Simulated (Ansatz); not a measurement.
The structure in question:

```cif
data_structure
_symmetry_space_group_name_H-M 'P m -3 m'
_symmetry_Int_Tables_number 221
_cell_length_a 3.9471
_cell_length_b 3.9471
_cell_length_c 3.9471
_cell_angle_alpha 90.000
_cell_angle_beta 90.000
_cell_angle_gamma 90.000
_cell_volume 61.50
loop_
_atom_site_label
_atom_site_type_symbol
_atom_site_symmetry_multiplicity
_atom_site_Wyckoff_symbol
_atom_site_fract_x
_atom_site_fract_y
_atom_site_fract_z
_atom_site_occupancy
Sr1 Sr 1 a 0.00000 0.00000 0.00000 1
Ti1 Ti 1 b 0.50000 0.50000 0.50000 1
O1 O 3 c 0.50000 0.00000 0.50000 1
```

Describe what this structure looks like.

The structure is one of SrTiO3. The atoms follow space group Pm-3m (No. 221); the Bravais lattice is primitive cubic. The prototype is cubic perovskite. In the cell are 1 Sr, 1 Ti, 3 O, which makes 1 formula unit. Around each Sr lie twelve O in a cuboctahedral arrangement at 2.79 Å. Ti is linked to six O in an octahedral arrangement at 1.97 Å. Each O atom is coordinated by four Sr and two Ti in a distorted octahedral arrangement (2.79 Å to Sr, 1.97 Å to Ti). The bonds build a three-dimensional framework.

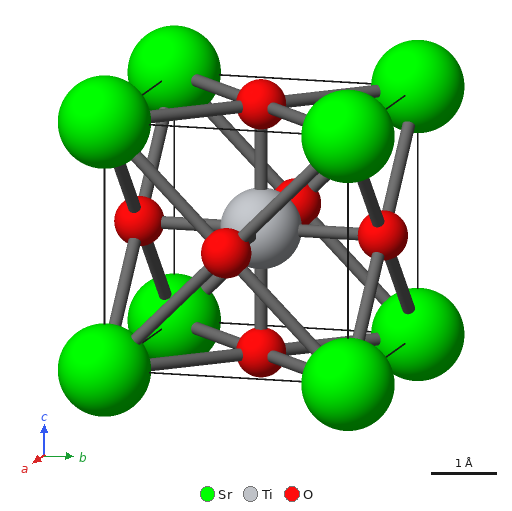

The figure gives a ball-and-stick picture of the atoms, viewed slightly off an axis. The outline marks the conventional unit cell.

The structure comes from a structure listed in the Materials Project. Earlier steps of the study may have refined or changed the cell and positions. It was the input of a calculation with Ansatz.
